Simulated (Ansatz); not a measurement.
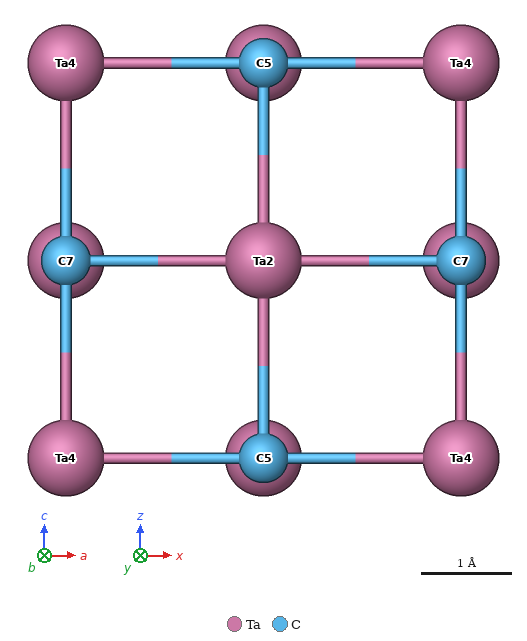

Energy scan for a crystal of Ta₄C₃ (Pm-3m), in which the cell is strained in shear in the xz plane, with the atoms kept at their fractional coordinates. x, y and z are the Cartesian axes of the input. The picture shows the reference cell. Style: ball-and-stick. Shown: the cell of the calculation, along the b axis.

The calculation used DFT r2SCAN, scalar-relativistic, plane waves, PAW (Ansatz 0.2.0). Set-up: plane-wave cutoff 500 eV; k-point mesh 10 × 10 × 10; occupations gaussian; smearing width 0.15 eV; no spin polarisation. Energies (free energies at the smearing named) are counted from the relaxed crystal.

Input file:
```yaml
crystal:
  lattice:
    - [4.4247933841, 0.0, 0.0]
    - [0.0, 4.4247933841, 0.0]
    - [0.0, 0.0, 4.4247933841]
  atoms:
    - { symbol: Ta, position: [0.0, 0.5, 0.5] }
    - { symbol: Ta, position: [0.5, 0.0, 0.5] }
    - { symbol: Ta, position: [0.5, 0.5, 0.0] }
    - { symbol: Ta, position: [0.0, 0.0, 0.0] }
    - { symbol: C, position: [0.5, 0.0, 0.0] }
    - { symbol: C, position: [0.0, 0.5, 0.0] }
    - { symbol: C, position: [0.0, 0.0, 0.5] }
basis:
  ecutwfc: 500
kpoints:
  mp_grid: { grid: [10, 10, 10] }
hamiltonian:
  xc: r2scan
scf:
  occupations: { method: gaussian, width: 0.15 }
output:
  forces: true
  stress: true
  eigenvalues: true
```

Run as
```bash
ansatz run input.yaml --threads 2 --pin off --max-ram 5120MiB --backend cpu --events-out ev --progress --plain --runs-dir out
```

> Predict the energy profile (the strain: −0.040, −0.030, −0.020, −0.010, 0.000, 0.005, 0.010, 0.015, 0.020, 0.025, 0.030, 0.035, 0.040).

```csv
engineering shear strain,ΔE (meV/atom)
−0.040,7.62
−0.030,4.30
−0.020,1.91
−0.010,0.48
0.000,0.00
0.005,0.12
0.010,0.48
0.015,1.08
0.020,1.91
0.025,2.99
0.030,4.30
0.035,5.84
0.040,7.62
```

Points that are alike by symmetry were computed once.

Of the computed points the lowest is at the strain 0.00, 0.00 meV/atom. At the ends of the scan the energy is 7.62 meV/atom (−0.04) and 7.62 meV/atom (0.04). The curvature at zero strain, (1/V) d²E/dε², is about 120 GPa; it is C₅₅ with clamped ions. The distortion takes the space group from Pm-3m to Cmmm. At the strain −0.04 the cell of the drawing goes a 4.425 → 4.426 Å, c 4.425 → 4.426 Å, β 90.0° → 92.3°.

As a plot (hollow markers are points alike by symmetry):

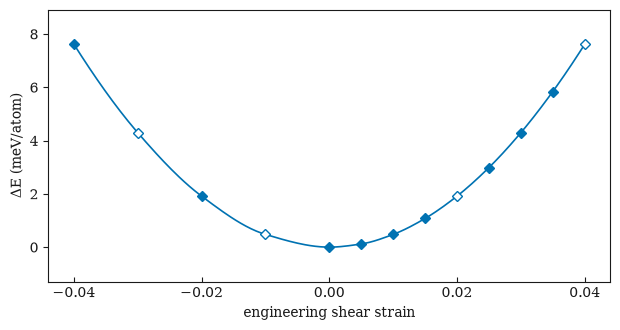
